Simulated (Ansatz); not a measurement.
H₆C₂O: several calculations on one system

**1. Relaxation**

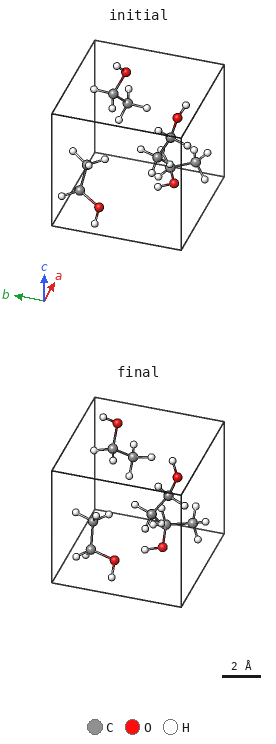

The structure of an amorphous cell of composition H₆C₂O before (top) and after (bottom) a relaxation, at one scale.

The picture is a ball-and-stick view of the cell of the calculation, seen from a free direction.

The cell holds 4 CH3CH2OH. The run prepares the start of a later molecular dynamics calculation, from a guessed geometry.

The calculation used DFT PBEsol, scalar-relativistic, plane waves, PAW (Ansatz 0.2.0).

The input:
```yaml
crystal:
  lattice:
    - [7.293633, 0.0, 0.0]
    - [0.0, 7.293633, 0.0]
    - [0.0, 0.0, 7.293633]
  atoms:
    - { symbol: C, position: [0.5695472, 0.6018805, 0.806473] }
    - { symbol: C, position: [0.4457445, 0.6728274, 0.9568416] }
    - { symbol: O, position: [0.5089814, 0.595172, 1.1248926] }
    - { symbol: H, position: [0.4301367, 0.6400635, 1.2223792] }
    - { symbol: H, position: [0.4510196, 0.8233749, 0.9616995] }
    - { symbol: H, position: [0.3029309, 0.6331531, 0.9295243] }
    - { symbol: H, position: [0.5279484, 0.6567852, 0.6733349] }
    - { symbol: H, position: [0.711125, 0.6424199, 0.8332735] }
    - { symbol: H, position: [0.5632119, 0.4524236, 0.8011364] }
    - { symbol: C, position: [0.0947979, 0.2144081, 0.720788] }
    - { symbol: C, position: [0.1158225, 0.1187697, 0.9034969] }
    - { symbol: O, position: [0.3048183, 0.1297465, 0.9527968] }
    - { symbol: H, position: [0.3196138, 0.0685719, 1.0701601] }
    - { symbol: H, position: [0.0291214, 0.1853922, 1.0072291] }
    - { symbol: H, position: [0.0712929, -0.0247888, 0.8923578] }
    - { symbol: H, position: [-0.0479554, 0.2106815, 0.6751991] }
    - { symbol: H, position: [0.1380041, 0.3572478, 0.732451] }
    - { symbol: H, position: [0.1801256, 0.1473162, 0.617716] }
    - { symbol: C, position: [0.1297079, 0.7708408, 0.5085627] }
    - { symbol: C, position: [0.0672042, 0.8056375, 0.3140022] }
    - { symbol: O, position: [0.0027944, 0.6351577, 0.24288] }
    - { symbol: H, position: [-0.0376896, 0.6562435, 0.1177728] }
    - { symbol: H, position: [-0.0420668, 0.9094315, 0.3123743] }
    - { symbol: H, position: [0.1815976, 0.8586902, 0.2314457] }
    - { symbol: H, position: [0.1809661, 0.897075, 0.5710787] }
    - { symbol: H, position: [0.015612, 0.7192607, 0.5905846] }
    - { symbol: H, position: [0.2390111, 0.6685795, 0.5097521] }
    - { symbol: C, position: [0.6501921, 0.1031686, 0.337863] }
    - { symbol: C, position: [0.5064901, 0.2519705, 0.3512427] }
    - { symbol: O, position: [0.3318386, 0.1641202, 0.3442019] }
    - { symbol: H, position: [0.2385751, 0.2588024, 0.3527214] }
    - { symbol: H, position: [0.5230602, 0.3287034, 0.4799031] }
    - { symbol: H, position: [0.5222587, 0.3497158, 0.2376063] }
    - { symbol: H, position: [0.787967, 0.1620515, 0.3425137] }
    - { symbol: H, position: [0.6350073, 0.0069071, 0.4514813] }
    - { symbol: H, position: [0.6342068, 0.0278946, 0.2094719] }
basis:
  ecutwfc: 420.0
kpoints:
  mp_grid: { grid: [1, 1, 1] }
hamiltonian:
  xc: pbesol
scf:
  occupations: { method: fermi_dirac, width: 0.05 }
  lower_state_search: "off"
relax:
  f_tol: 0.3
  max_steps: 15
  adjacent_minimum: "off"
output:
  write_density: true
  write_potential: true
  elf: true
  volumetric_format: npy
```

Launched with:
```bash
ansatz run input.yaml --threads 1 --pin off --max-ram 3072MiB --backend cpu --events-out ev --progress --plain --runs-dir out
```

Q: Summarise the run.

A: Over 8 geometry steps the energy falls by 22.1 meV per atom. Largest force component: 0.53 eV/Å at the start, 0.15 eV/Å at the end. H22 moves most: 1.14 Å roughly along [0 −2 1]. By element the largest moves are H 1.14 Å, O 0.86 Å, C 0.61 Å. The lattice vectors keep their values. Near-neighbour distances that change, for instance: O12–H13 0.971 → 0.998 Å, O30–H31 0.971 → 0.992 Å, C19–H27 1.092 → 1.105 Å, C11–H14 1.099 → 1.110 Å. Bond angles that change, for instance: C10–C11–O12 107.1° → 111.3°, C29–O30–H31 107.7° → 110.6°. Cost: 30 s on 1 thread of Intel(R) Xeon(R) Platinum 8259CL CPU @ 2.50GHz (Skylake/Cascade Lake), on a shared host, peak memory 0.45 GiB.

Limits of the set-up: the periodic images lie only 7.3 Å apart, so the values are limited by the cell's size.

**2. Dynamics**

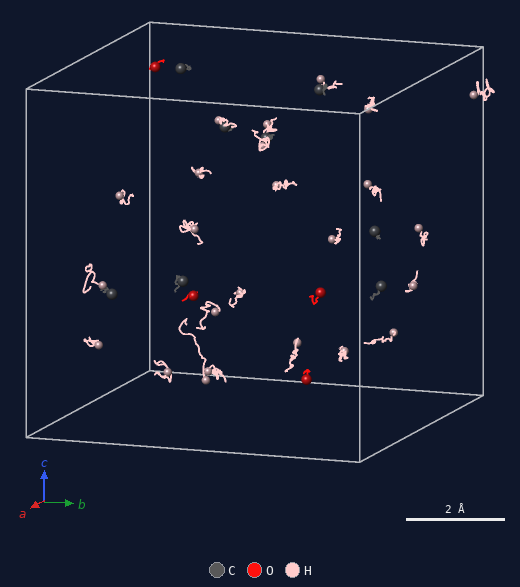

A Born-Oppenheimer molecular dynamics run of a periodic cell with 4 CH3CH2OH at 0.789 g/cm³, 100 fs long. Lines trace each atom's path, in the colour of its element; spheres stand at the starting positions. Seen slightly off an axis in the simulation cell.

These are results of DFT PBEsol, scalar-relativistic, plane waves, PAW (Ansatz 0.2.0), not measurements. Set-up: plane-wave cutoff 420 eV; k-point mesh 1 × 1 × 1; Fermi-Dirac smearing 0.05 eV; Langevin thermostat (NVT); set temperature 350 K; time step 0.5 fs; friction 0.02 per fs.

Q: Describe the motion.

A: Root-mean-square distances from the starting positions over the second half, with the common drift of all atoms taken out: H 0.41 Å, C 0.20 Å, O 0.20 Å. The heavy atoms stay within a fraction of a molecule's size of their starting places; so short a run doesn't tell a liquid from a solid.

Limits of the set-up: the periodic images lie only 7.3 Å apart, so the values are limited by the cell's size.

**3. Dynamics**

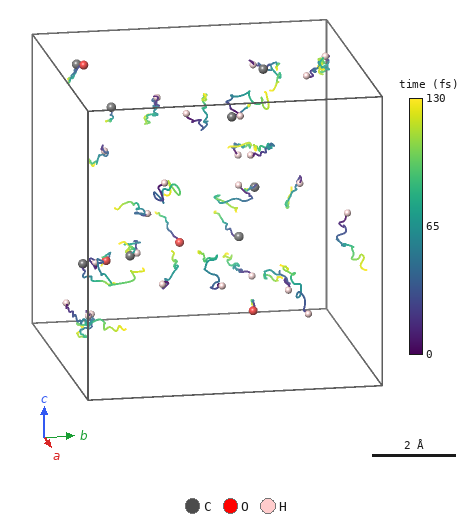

Molecular dynamics of a periodic cell with 4 CH3CH2OH at 0.789 g/cm³, 130 fs long. It starts from the last geometry of an earlier run, with fresh velocities. Lines trace each atom's path, coloured by time; spheres stand at the starting positions. Seen slightly off an axis in the simulation cell.

These are results of DFT PBEsol, scalar-relativistic, plane waves, PAW (Ansatz 0.2.0), not measurements. Settings: plane-wave cutoff 420 eV; k-point mesh 1 × 1 × 1; Fermi-Dirac smearing 0.05 eV; Nosé-Hoover thermostat (NVT); set temperature 350 K; time step 0.5 fs; thermostat time 200.0 fs.

Input file:
```yaml
crystal:
  lattice:
    - [7.293633, 0.0, 0.0]
    - [0.0, 7.293633, 0.0]
    - [0.0, 0.0, 7.293633]
  atoms:
    - { symbol: C, position: [0.60031124, 0.56472396, 0.84567177] }
    - { symbol: C, position: [0.50289559, 0.68977851, 0.97880343] }
    - { symbol: O, position: [0.55413061, 0.64611314, 1.15838147] }
    - { symbol: H, position: [0.55354547, 0.76587785, 1.22344748] }
    - { symbol: H, position: [0.52821063, 0.83214651, 0.95517768] }
    - { symbol: H, position: [0.34698716, 0.68470077, 0.95246377] }
    - { symbol: H, position: [0.59285095, 0.62986424, 0.70808854] }
    - { symbol: H, position: [0.75045365, 0.56473705, 0.88854963] }
    - { symbol: H, position: [0.53160758, 0.42301037, 0.84597462] }
    - { symbol: C, position: [0.07806877, 0.25355259, 0.75562298] }
    - { symbol: C, position: [0.09304345, 0.13274502, 0.91458177] }
    - { symbol: O, position: [0.27808394, 0.12230036, 0.96139183] }
    - { symbol: H, position: [0.28977808, 0.13588064, 1.09635721] }
    - { symbol: H, position: [0.00488626, 0.19920616, 1.02236059] }
    - { symbol: H, position: [0.0435426, -0.0123506, 0.88593235] }
    - { symbol: H, position: [-0.06663673, 0.27278457, 0.72001983] }
    - { symbol: H, position: [0.1155135, 0.40205236, 0.79157972] }
    - { symbol: H, position: [0.14589406, 0.21776733, 0.6237795] }
    - { symbol: C, position: [0.16176042, 0.72493588, 0.47764355] }
    - { symbol: C, position: [0.1043174, 0.68250244, 0.29358926] }
    - { symbol: O, position: [0.07329492, 0.4866535, 0.27480151] }
    - { symbol: H, position: [-0.01055882, 0.45814305, 0.36951294] }
    - { symbol: H, position: [-0.02601778, 0.75422759, 0.25371789] }
    - { symbol: H, position: [0.21183719, 0.70642171, 0.18461904] }
    - { symbol: H, position: [0.17151697, 0.87654243, 0.48571801] }
    - { symbol: H, position: [0.04514023, 0.69075415, 0.55927311] }
    - { symbol: H, position: [0.29019834, 0.64622132, 0.52285629] }
    - { symbol: C, position: [0.58374075, 0.06135818, 0.35831256] }
    - { symbol: C, position: [0.49102123, 0.23927502, 0.35208172] }
    - { symbol: O, position: [0.30990908, 0.19220253, 0.28967023] }
    - { symbol: H, position: [0.23714796, 0.31097943, 0.29022771] }
    - { symbol: H, position: [0.4805237, 0.30027035, 0.49238554] }
    - { symbol: H, position: [0.57393345, 0.33372622, 0.27106657] }
    - { symbol: H, position: [0.73255828, 0.07478314, 0.40097396] }
    - { symbol: H, position: [0.51564004, -0.02612104, 0.47000571] }
    - { symbol: H, position: [0.56738628, 0.00811052, 0.22105356] }
basis:
  ecutwfc: 420.0
kpoints:
  mp_grid: { grid: [1, 1, 1] }
hamiltonian:
  xc: pbesol
scf:
  occupations: { method: fermi_dirac, width: 0.05 }
  lower_state_search: "off"
md:
  timestep: 0.5
  n_steps: 260
  ensemble: nvt_nose_hoover
  temperature: 350.0
  initial_velocities: maxwell_boltzmann
  seed: 193875
  nose_hoover: { tau: 200.0, chain_length: 3 }
```

Run as
```bash
ansatz run input.yaml --threads 1 --pin off --max-ram 3072MiB --backend cpu --events-out ev --progress --plain --runs-dir out
```

What do the traces tell about the motion?

Root-mean-square distances from the starting positions over the second half, with the common drift of all atoms taken out: H 0.77 Å, O 0.61 Å, C 0.49 Å. The heavy atoms stay within a fraction of a molecule's size of their starting places; so short a run doesn't tell a liquid from a solid. Over the second half the temperature averages 316 K (spread ±30 K). The potential energy in the second half lies on average 4.6 meV per atom above the first frame. The conserved quantity stays between −0.11 and 0.043 meV per atom of its start. A straight-line fit has a slope that amounts to +0.0064 meV per atom over 130 fs (under 0.1 % of the mean kinetic energy), and the ripple about it is 0.9 % of the kinetic energy's fluctuation. With a drift under 2 % and a ripple under 7 %, the integration is accurate.

Limits of the set-up: the periodic images lie only 7.3 Å apart, so the values are limited by the cell's size.
